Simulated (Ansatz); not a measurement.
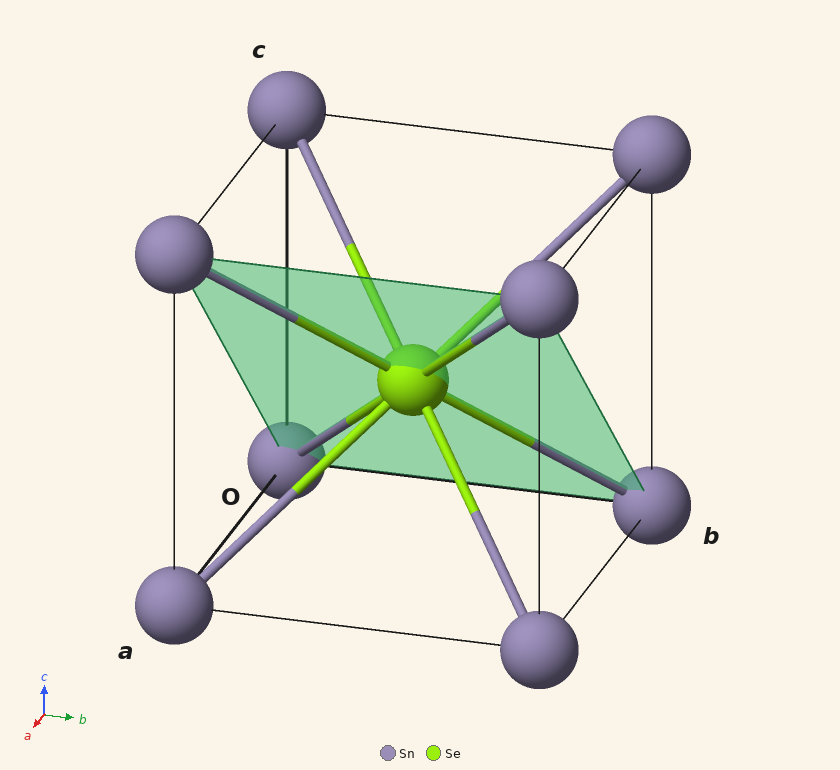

For SnSe, the input geometry of an electronic-structure calculation (not necessarily at equilibrium); the starting structure was generated, so it need not be a known form of this composition: every member of one family of equally spaced planes, hx + ky + lz = a whole number, that cuts the unit cell is shaded (one member passes through the origin O). Geometry calculated from the standardised cell; symmetry tolerance 0.002 Å.

a = 3.665 Å, b = 3.665 Å, c = 3.665 Å, α = 90.00°, β = 90.00°, γ = 90.00°.

Index the planes.

(1 0 −1); the opposite sign names the same planes. The member next to the origin meets the axes a at 1, b never, c at −1.

What is the spacing?

d = 2.592 Å.

Which atoms of the cell lie in these planes (within 0.03 Å)?

The Sn atom, the Se atom.

The space group is No. 221, Pm-3m. How many reflections hkl are equivalent to this one (itself included), and does it occur?

12 reflections are equivalent in the Laue class m-3m. The space group allows the reflection.
